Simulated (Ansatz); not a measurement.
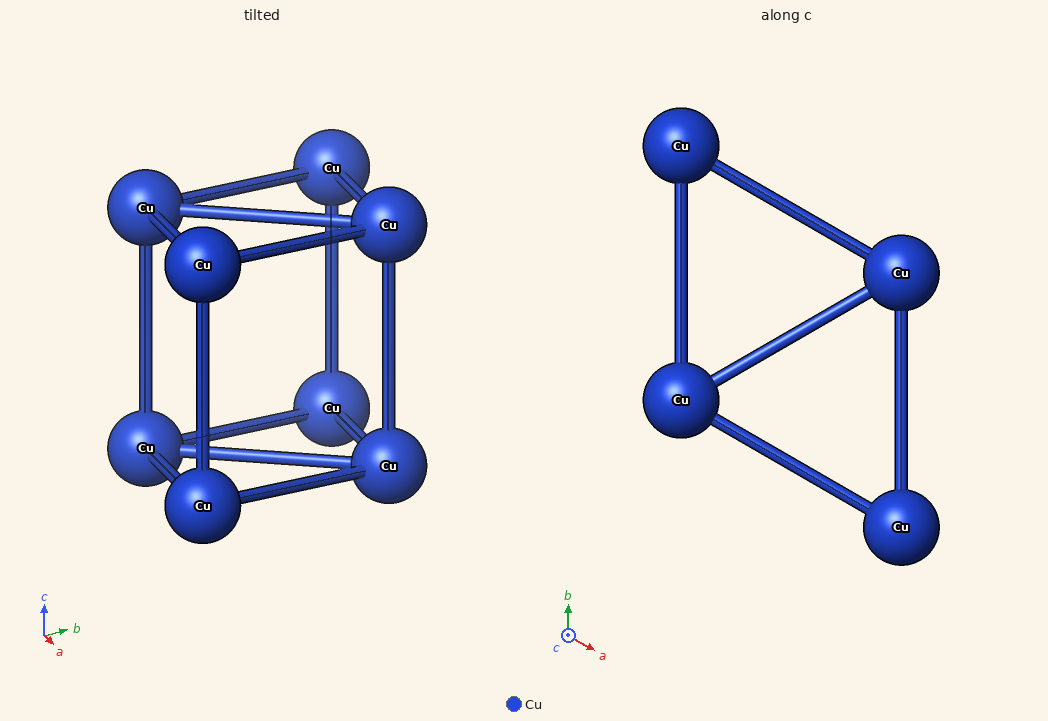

Structure drawing (ball-and-stick), viewed slightly off an axis and along the c axis. The parallelepiped is the conventional unit cell.

The element is copper. It belongs to space group P6/mmm (No. 191) and has a primitive hexagonal lattice. The prototype is simple hexagonal. The cell holds one atom. The neighbours of Cu are eight Cu. The bonds build a three-dimensional framework.

The initial geometry was a textbook structure type filled with this element (whether it is the usual form wasn't checked). The structure drawn was relaxed with DFT r2SCAN, scalar-relativistic, plane waves, PAW (Ansatz 0.2.0).
